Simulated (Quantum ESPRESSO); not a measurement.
# Run report: TiNi, band-structure run (part 2 of 2)

TiNi (P4/mmm, 2 atoms in the cell); Kohn-Sham DFT of a periodic cell, PBEsol, GBRV 1.5 PBEsol, spin-polarised (Quantum ESPRESSO 7.5); cutoff 612.26 eV, 10×10×8 k-mesh, fermi-dirac of 0.05 eV, collinear spins. The structure derives from a Materials Project entry.

Geometry of the input (Å; fractional positions):
```
2.7358  0.0000  0.0000
0.0000  2.7358  0.0000
0.0000  0.0000  3.5814
Ni 0.0000  0.0000  0.0000
Ti 0.5000  0.5000  0.5000
```

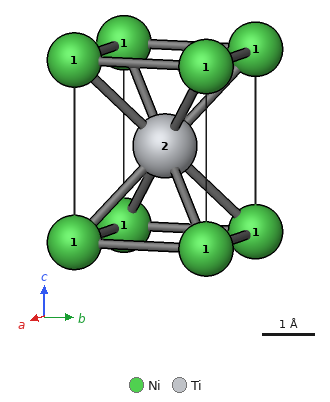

Figure 1. The structure as given in the input (ball-and-stick view of the cell of the calculation, seen slightly off an axis; atoms are numbered from 1 in the order of the input). An atom can appear more than once, as a periodic image.

## Output, continued
```
     iteration #  9     ecut=    45.00 Ry     beta= 0.30
     Davidson diagonalization with overlap
     ethr =  2.92E-04,  avg # of iterations =  1.0

     negative rho (up, down):  4.052E-04 5.036E-04

     total energy              =    -462.28537706 Ry
     estimated scf accuracy    <       0.33700764 Ry

     total magnetization       =     0.22 Bohr mag/cell
     absolute magnetization    =     0.23 Bohr mag/cell

     iteration # 10     ecut=    45.00 Ry     beta= 0.30
     Davidson diagonalization with overlap
     ethr =  2.92E-04,  avg # of iterations =  1.0

     negative rho (up, down):  3.880E-04 4.701E-04

     total energy              =    -462.27657243 Ry
     estimated scf accuracy    <       0.09883891 Ry

     total magnetization       =     0.20 Bohr mag/cell
     absolute magnetization    =     0.21 Bohr mag/cell

     iteration # 11     ecut=    45.00 Ry     beta= 0.30
     Davidson diagonalization with overlap
     ethr =  2.92E-04,  avg # of iterations =  1.0

     negative rho (up, down):  3.889E-04 4.707E-04

     total energy              =    -462.28257446 Ry
     estimated scf accuracy    <       0.00032046 Ry

     total magnetization       =     0.15 Bohr mag/cell
     absolute magnetization    =     0.16 Bohr mag/cell

     iteration # 12     ecut=    45.00 Ry     beta= 0.30
     Davidson diagonalization with overlap
     ethr =  1.07E-06,  avg # of iterations =  2.2

     negative rho (up, down):  3.942E-04 4.736E-04

     total energy              =    -462.28269162 Ry
     estimated scf accuracy    <       0.00051963 Ry

     total magnetization       =     0.15 Bohr mag/cell
     absolute magnetization    =     0.16 Bohr mag/cell

     iteration # 13     ecut=    45.00 Ry     beta= 0.30
     Davidson diagonalization with overlap
     ethr =  1.07E-06,  avg # of iterations =  1.3

     negative rho (up, down):  4.040E-04 4.645E-04

     total energy              =    -462.28165394 Ry
     estimated scf accuracy    <       0.00629653 Ry

     total magnetization       =     0.15 Bohr mag/cell
     absolute magnetization    =     0.16 Bohr mag/cell

     iteration # 14     ecut=    45.00 Ry     beta= 0.30
     Davidson diagonalization with overlap
     ethr =  1.07E-06,  avg # of iterations =  2.0

     negative rho (up, down):  4.053E-04 4.649E-04

     total energy              =    -462.28227581 Ry
     estimated scf accuracy    <       0.00478193 Ry

     total magnetization       =     0.11 Bohr mag/cell
     absolute magnetization    =     0.11 Bohr mag/cell

     iteration # 15     ecut=    45.00 Ry     beta= 0.30
     Davidson diagonalization with overlap
     ethr =  1.07E-06,  avg # of iterations =  1.9

     negative rho (up, down):  4.116E-04 4.596E-04

     total energy              =    -462.28259982 Ry
     estimated scf accuracy    <       0.00009161 Ry

     total magnetization       =     0.11 Bohr mag/cell
     absolute magnetization    =     0.11 Bohr mag/cell

     iteration # 16     ecut=    45.00 Ry     beta= 0.30
     Davidson diagonalization with overlap
     ethr =  3.05E-07,  avg # of iterations =  1.0

     negative rho (up, down):  4.179E-04 4.558E-04

     total energy              =    -462.28261644 Ry
     estimated scf accuracy    <       0.00001534 Ry

     total magnetization       =     0.09 Bohr mag/cell
     absolute magnetization    =     0.09 Bohr mag/cell

     iteration # 17     ecut=    45.00 Ry     beta= 0.30
     Davidson diagonalization with overlap
     ethr =  5.11E-08,  avg # of iterations =  2.0

     negative rho (up, down):  4.247E-04 4.534E-04

     total energy              =    -462.28261982 Ry
     estimated scf accuracy    <       0.00004576 Ry

     total magnetization       =     0.07 Bohr mag/cell
     absolute magnetization    =     0.07 Bohr mag/cell

     iteration # 18     ecut=    45.00 Ry     beta= 0.30
     Davidson diagonalization with overlap
     ethr =  5.11E-08,  avg # of iterations =  1.9

     negative rho (up, down):  4.247E-04 4.530E-04

     total energy              =    -462.28263067 Ry
     estimated scf accuracy    <       0.00002932 Ry

     total magnetization       =     0.05 Bohr mag/cell
     absolute magnetization    =     0.05 Bohr mag/cell

     iteration # 19     ecut=    45.00 Ry     beta= 0.30
     Davidson diagonalization with overlap
     ethr =  5.11E-08,  avg # of iterations =  1.0

     negative rho (up, down):  4.259E-04 4.515E-04

     total energy              =    -462.28263372 Ry
     estimated scf accuracy    <       0.00000138 Ry

     total magnetization       =     0.05 Bohr mag/cell
     absolute magnetization    =     0.05 Bohr mag/cell

     iteration # 20     ecut=    45.00 Ry     beta= 0.30
     Davidson diagonalization with overlap
     ethr =  4.59E-09,  avg # of iterations =  1.7

     negative rho (up, down):  4.293E-04 4.486E-04

     total energy              =    -462.28263440 Ry
     estimated scf accuracy    <       0.00000064 Ry

     total magnetization       =     0.05 Bohr mag/cell
     absolute magnetization    =     0.05 Bohr mag/cell

     iteration # 21     ecut=    45.00 Ry     beta= 0.30
     Davidson diagonalization with overlap
     ethr =  2.14E-09,  avg # of iterations =  2.0

     negative rho (up, down):  4.334E-04 4.450E-04

     total energy              =    -462.28263572 Ry
     estimated scf accuracy    <       0.00000084 Ry

     total magnetization       =     0.03 Bohr mag/cell
     absolute magnetization    =     0.03 Bohr mag/cell

     iteration # 22     ecut=    45.00 Ry     beta= 0.30
     Davidson diagonalization with overlap
     ethr =  2.14E-09,  avg # of iterations =  2.0

     negative rho (up, down):  4.368E-04 4.415E-04

     total energy              =    -462.28263782 Ry
     estimated scf accuracy    <       0.00000027 Ry

     total magnetization       =     0.02 Bohr mag/cell
     absolute magnetization    =     0.02 Bohr mag/cell

     iteration # 23     ecut=    45.00 Ry     beta= 0.30
     Davidson diagonalization with overlap
     ethr =  8.85E-10,  avg # of iterations =  2.1

     negative rho (up, down):  4.387E-04 4.389E-04

     total energy              =    -462.28264044 Ry
     estimated scf accuracy    <       0.00000006 Ry

     total magnetization       =     0.01 Bohr mag/cell
     absolute magnetization    =     0.01 Bohr mag/cell

     iteration # 24     ecut=    45.00 Ry     beta= 0.30
     Davidson diagonalization with overlap
     ethr =  2.11E-10,  avg # of iterations =  2.2

     negative rho (up, down):  4.388E-04 4.388E-04

     total energy              =    -462.28264200 Ry
     estimated scf accuracy    <          4.8E-09 Ry

     total magnetization       =    -0.00 Bohr mag/cell
     absolute magnetization    =     0.00 Bohr mag/cell

     iteration # 25     ecut=    45.00 Ry     beta= 0.30
     Davidson diagonalization with overlap
     ethr =  1.59E-11,  avg # of iterations =  1.7

     negative rho (up, down):  4.388E-04 4.388E-04

     total energy              =    -462.28264200 Ry
     estimated scf accuracy    <          1.1E-09 Ry

     total magnetization       =    -0.00 Bohr mag/cell
     absolute magnetization    =     0.00 Bohr mag/cell

     iteration # 26     ecut=    45.00 Ry     beta= 0.30
     Davidson diagonalization with overlap
     ethr =  3.61E-12,  avg # of iterations =  2.0

     negative rho (up, down):  4.389E-04 4.388E-04

     Magnetic moment per site  (integrated on atomic sphere of radius R)
     atom   1 (R=0.257)  charge= 17.0481  magn= -0.0000
     atom   2 (R=0.257)  charge= 10.1235  magn= -0.0001

     End of self-consistent calculation

     Number of k-points >= 100: set verbosity='high' to print the bands.

     the Fermi energy is    15.8947 ev

!    total energy              =    -462.28264201 Ry
     estimated scf accuracy    <          3.7E-10 Ry
     smearing contrib. (-TS)   =      -0.00154083 Ry
     internal energy E=F+TS    =    -462.28110118 Ry

     The total energy is F=E-TS. E is the sum of the following terms:
     one-electron contribution =    -257.73071744 Ry
     hartree contribution      =     144.06321426 Ry
     xc contribution           =     -53.06365172 Ry
     ewald contribution        =    -295.54994628 Ry

     total magnetization       =    -0.00 Bohr mag/cell
     absolute magnetization    =     0.00 Bohr mag/cell

     convergence has been achieved in  26 iterations

     negative rho (up, down):  4.389E-04 4.388E-04

     Forces acting on atoms (cartesian axes, Ry/au):

     atom    1 type  1   force =     0.00000000    0.00000000    0.00000000
     atom    2 type  2   force =     0.00000000    0.00000000    0.00000000

     Total force =     0.000000     Total SCF correction =     0.000000

     Computing stress (Cartesian axis) and pressure

     negative rho (up, down):  4.389E-04 4.388E-04
          total   stress  (Ry/bohr**3)                   (kbar)     P=      -63.30
  -0.00037317   0.00000000   0.00000000          -54.90        0.00        0.00
   0.00000000  -0.00037317   0.00000000            0.00      -54.90        0.00
   0.00000000   0.00000000  -0.00054449            0.00        0.00      -80.10

=------------------------------------------------------------------------------=
   JOB DONE.
=------------------------------------------------------------------------------=
```

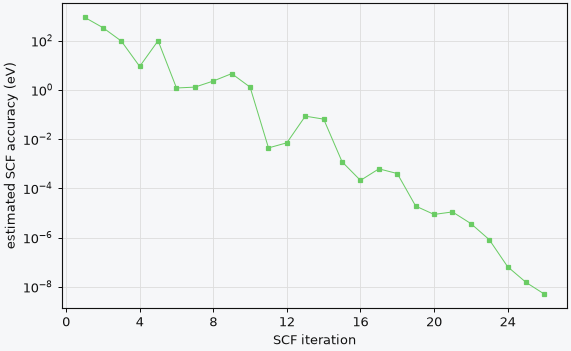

Figure 2. Convergence of the self-consistent field: estimated SCF accuracy against the iteration. The field takes 26 iterations in all.

## Summary

| quantity | value |
| --- | --- |
| outcome | converged |
| space group (tolerance 0.01 Å) | P4/mmm (123) |
| electrons treated | 30 |
| free energy | −6289.6758 eV |
| Fermi energy | 15.895 eV |
| gap on the k-point mesh | none (metallic) |
| net moment of the cell | 0.00 μB |
| integrated absolute moment | 0.00 μB |
| pressure | −6.33 GPa |
| largest force (length of the vector) | under 0.001 eV/Å |
| wall time | 92 s (CPU time 3 min) |
| peak memory | 0.24 GiB |

Notes on the run: negative rho. The cell is under a tension of 6.3 GPa at this level, so it is not at its equilibrium volume.
